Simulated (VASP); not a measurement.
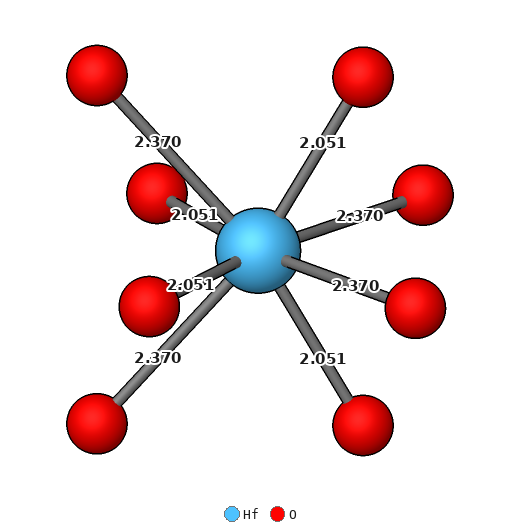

The surroundings of site Hf1 (at 0.000, 0.000, 0.000) in HfO$_{2}$ in space group P4_2/nmc, with bond lengths in Å.

Origin of the cell: a cell listed in the Materials Project, as set up for an electronic-structure calculation.

```yaml
crystal:
  lattice:
    - [3.55802, 0.00000, 0.00000]
    - [0.00000, 3.55802, 0.00000]
    - [0.00000, 0.00000, 5.17186]
  atoms:
    - { symbol: Hf, position: [0.00000, 0.00000, 0.00000] }
    - { symbol: Hf, position: [0.50000, 0.50000, 0.50000] }
    - { symbol: O, position: [0.00000, 0.50000, 0.19721] }
    - { symbol: O, position: [0.50000, 0.00000, 0.30279] }
    - { symbol: O, position: [0.50000, 0.00000, 0.80279] }
    - { symbol: O, position: [0.00000, 0.50000, 0.69721] }
```

Bond valence s = exp((R0 − d)/b), R0 fitted to published crystal structures with b = 0.37 Å; R0 in Å: Hf4+–O 1.921.

Calculate the bond-valence sum of Hf1 from the bonds drawn.

4 × 0.704 + 4 × 0.297 = 4.00 v.u., against a formal valence of 4: a close match.

And over the whole structure?

```tsv
site	x, y, z	formal valence	bond-valence sum	difference
Hf1	0.000, 0.000, 0.000	+4	4.06	0.06
O1	0.000, 0.500, 0.197	−2	2.03	0.03
```

These sums include all anions within 5 Å. The global instability index (root mean square of the differences over all atoms) is 0.04 v.u.: little strain. The cell was not relaxed for this table, and a volume that is off by a few per cent shifts all sums together.
